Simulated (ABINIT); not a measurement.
# Phonon calculation, with input and output: P (part 4 of 4)

The same run, continued: P (Pmna, 4 atoms in the cell); Kohn-Sham DFT of a periodic cell, PBEsol, PseudoDojo NC SR PBEsol v0.4.1 standard, no spin polarisation (ABINIT 10.8.3); cutoff 598.65 eV, 6×2×4 k-mesh, fixed occupations. The structure derives from a Materials Project entry. The run did not end well.

Geometry of the input (Å; fractional positions):
```
3.2837  0.0000  0.0000
0.0000  34.8570  0.0000
0.0000  0.0000  4.6321
P  0.5000  0.9703  0.9078
P  0.5000  0.0297  0.0922
P  0.0000  0.0297  0.4078
P  0.0000  0.9703  0.5922
```

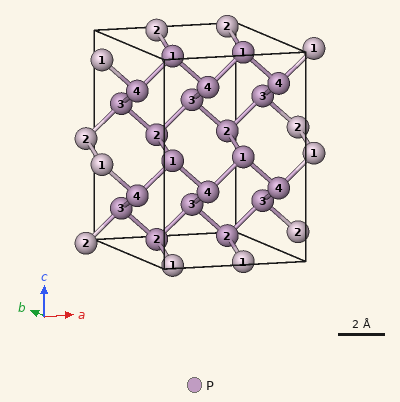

*The structure (ball-and-stick view of the 2 × 2 repeat of the cell, with the vacuum cut short, seen slightly off an axis; neighbours outside the cell are drawn fainter; atoms are numbered from 1 in the order of the input). An atom can appear more than once, as a periodic image.*

What the program printed, continued
```
   2    3   2    1         0.0094586504         0.0000000000
   2    3   3    1        -0.0086148421         0.0000000000
   2    3   2    2        -0.0205276839         0.0000000000
   2    3   3    2         0.0086145537         0.0000000000
   2    3   2    3         0.0991733106         0.0000000000
   2    3   3    3        -0.0105858125         0.0000000000
   2    3   2    4        -0.0881042771         0.0000000000
   2    3   3    4         0.0105861010         0.0000000000

   3    3   2    1         0.0086148421         0.0000000000
   3    3   3    1        -0.0209556822         0.0000000000
   3    3   2    2        -0.0086145537         0.0000000000
   3    3   3    2        -0.1092482597         0.0000000000
   3    3   2    3        -0.0105863693         0.0000000000
   3    3   3    3         0.1400838864         0.0000000000
   3    3   2    4         0.0105860809         0.0000000000
   3    3   3    4        -0.0098799446         0.0000000000

   1    4   1    1        -0.1012134609         0.0000000000
   1    4   1    2        -0.0077826977         0.0000000000
   1    4   1    3        -0.0123436187         0.0000000000
   1    4   1    4         0.1213397773         0.0000000000

   2    4   2    1        -0.0205276839         0.0000000000
   2    4   3    1         0.0086145537         0.0000000000
   2    4   2    2         0.0094586504         0.0000000000
   2    4   3    2        -0.0086148421         0.0000000000
   2    4   2    3        -0.0881042771         0.0000000000
   2    4   3    3         0.0105861010         0.0000000000
   2    4   2    4         0.0991733106         0.0000000000
   2    4   3    4        -0.0105858125         0.0000000000

   3    4   2    1        -0.0086145537         0.0000000000
   3    4   3    1        -0.1092482597         0.0000000000
   3    4   2    2         0.0086148421         0.0000000000
   3    4   3    2        -0.0209556822         0.0000000000
   3    4   2    3         0.0105860809         0.0000000000
   3    4   3    3        -0.0098799446         0.0000000000
   3    4   2    4        -0.0105863693         0.0000000000
   3    4   3    4         0.1400838864         0.0000000000

  Dielectric tensor, in cartesian coordinates,
     j1       j2             matrix element
  dir pert dir pert     real part    imaginary part

   1    6   1    6         2.6456094650        -0.0000000000

   2    6   2    6         1.1487729290        -0.0000000000

   3    6   3    6         2.4106022292        -0.0000000000

  Effective charges, in cartesian coordinates,
  (from electric field response)
   if specified in the inputs, charge neutrality has been imposed
     j1       j2             matrix element
  dir pert dir pert     real part    imaginary part

   3    1   2    6        -0.0009033343         0.0000000000
   3    2   2    6        -0.0009033343         0.0000000000
   3    3   2    6         0.0009033343         0.0000000000
   3    4   2    6         0.0009033343         0.0000000000

   2    1   3    6         0.3015770192         0.0000000000
   2    2   3    6         0.3015770192         0.0000000000
   2    3   3    6        -0.3015770192         0.0000000000
   2    4   3    6        -0.3015770192         0.0000000000

  Effective charges, in cartesian coordinates,
  (from phonon response)
   if specified in the inputs, charge neutrality has been imposed
     j1       j2             matrix element
  dir pert dir pert     real part    imaginary part

   3    6   2    1         0.3015770191         0.0000000000

   2    6   3    1        -0.0009034501         0.0000000000

   3    6   2    2         0.3015770191         0.0000000000

   2    6   3    2        -0.0009034501         0.0000000000

   3    6   2    3        -0.3015770191         0.0000000000

   2    6   3    3         0.0009034501         0.0000000000

   3    6   2    4        -0.3015770191         0.0000000000

   2    6   3    4         0.0009034501         0.0000000000

  Phonon wavevector (reduced coordinates) :  0.00000  0.00000  0.00000
 Phonon energies in Hartree :
   0.000000E+00  0.000000E+00  0.000000E+00  6.261708E-04  8.443453E-04
   1.044269E-03  1.585728E-03  1.962079E-03  1.964914E-03  2.005603E-03
   2.119211E-03  2.147583E-03
 Phonon frequencies in cm-1    :
   0.000000E+00  0.000000E+00  0.000000E+00  1.374286E+02  1.853124E+02
   2.291906E+02  3.480271E+02  4.306266E+02  4.312488E+02  4.401791E+02
   4.651131E+02  4.713401E+02

  Phonon at Gamma, with non-analyticity in the
  direction (cartesian coordinates)  1.00000  0.00000  0.00000
 Phonon energies in Hartree :
   0.000000E+00  0.000000E+00  0.000000E+00  6.261708E-04  8.443453E-04
   1.044269E-03  1.585728E-03  1.962079E-03  1.964914E-03  2.005603E-03
   2.119211E-03  2.147583E-03
 Phonon frequencies in cm-1    :
   0.000000E+00  0.000000E+00  0.000000E+00  1.374286E+02  1.853124E+02
   2.291906E+02  3.480271E+02  4.306266E+02  4.312488E+02  4.401791E+02
   4.651131E+02  4.713401E+02

  Phonon at Gamma, with non-analyticity in the
  direction (cartesian coordinates)  0.00000  1.00000  0.00000
 Phonon energies in Hartree :
   0.000000E+00  0.000000E+00  0.000000E+00  6.261708E-04  8.443453E-04
   1.044269E-03  1.585728E-03  1.962079E-03  1.964914E-03  2.005603E-03
   2.119211E-03  2.147583E-03
 Phonon frequencies in cm-1    :
   0.000000E+00  0.000000E+00  0.000000E+00  1.374286E+02  1.853124E+02
   2.291906E+02  3.480271E+02  4.306266E+02  4.312488E+02  4.401791E+02
   4.651131E+02  4.713401E+02

  Phonon at Gamma, with non-analyticity in the
  direction (cartesian coordinates)  0.00000  0.00000  1.00000
 Phonon energies in Hartree :
   0.000000E+00  0.000000E+00  0.000000E+00  6.336225E-04  8.443453E-04
   1.044269E-03  1.585728E-03  1.962079E-03  1.964914E-03  2.005603E-03
   2.119211E-03  2.147583E-03
 Phonon frequencies in cm-1    :
   0.000000E+00  0.000000E+00  0.000000E+00  1.390641E+02  1.853124E+02
   2.291906E+02  3.480271E+02  4.306266E+02  4.312488E+02  4.401791E+02
   4.651131E+02  4.713401E+02

== END DATASET(S) ==============================================================
================================================================================

 -outvars: echo values of variables after computation  --------
            acell      1.0000000000E+00  1.0000000000E+00  1.0000000000E+00 Bohr
           etotal1    -2.7676375375E+01
           etotal2    -9.5432296923E+00
           etotal3    -2.0693518718E+02
            fcart1    -0.0000000000E+00 -1.9999699302E-03  4.5745031918E-03
                      -0.0000000000E+00  1.9999699302E-03 -4.5745031918E-03
                      -0.0000000000E+00  1.9999699302E-03  4.5745031918E-03
                      -0.0000000000E+00 -1.9999699302E-03 -4.5745031918E-03
            fcart3     0.0000000000E+00  0.0000000000E+00  0.0000000000E+00
                       0.0000000000E+00  0.0000000000E+00  0.0000000000E+00
                       0.0000000000E+00  0.0000000000E+00  0.0000000000E+00
                       0.0000000000E+00  0.0000000000E+00  0.0000000000E+00
            rprim      6.2053460586E+00  0.0000000000E+00  0.0000000000E+00
                       0.0000000000E+00  6.5870242089E+01  0.0000000000E+00
                       0.0000000000E+00  0.0000000000E+00  8.7533714880E+00
           strten1     8.0358190412E-06 -4.3554485437E-06  1.1278161684E-06
                       0.0000000000E+00  0.0000000000E+00  0.0000000000E+00
           strten3     0.0000000000E+00  0.0000000000E+00  0.0000000000E+00
                       0.0000000000E+00  0.0000000000E+00  0.0000000000E+00
           xangst      1.6418638589E+00  3.3820432711E+01  4.2052347660E+00
                       1.6418638589E+00  1.0365982554E+00  4.2684994084E-01
                       0.0000000000E+00  1.0365982554E+00  1.8891924126E+00
                       0.0000000000E+00  3.3820432711E+01  2.7428922943E+00
             xred      5.0000000000E-01  9.7026143000E-01  9.0784928000E-01
                       5.0000000000E-01  2.9738570000E-02  9.2150720000E-02
                       0.0000000000E+00  2.9738570000E-02  4.0784928000E-01
                       0.0000000000E+00  9.7026143000E-01  5.9215072000E-01
 Calculation completed.
```

What the run reported

| quantity | value |
| --- | --- |
| outcome | not converged |
| space group (tolerance 0.01 Å) | Pmna (53) |
| electrons treated | 20 |
| free energy | −753.1125 eV |
| Fermi energy | −4.074 eV |
| pressure | −0.05 GPa |
| largest force (length of the vector) | 0.257 eV/Å |
| ε∞ (xx, yy, zz) | 2.65, 1.15, 2.41 |
| Born charges (mean of the diagonal) | all 4 P atoms (0.00 e) |
| wall time | 28 min (CPU time 1.9 h) |
| peak memory | 0.96 GiB |

Diagnosis

The run did not converge. Its last values are not results. Notes on the run: was not enough SCF cycles. Points of doubt noted for this run: atoms not at rest.
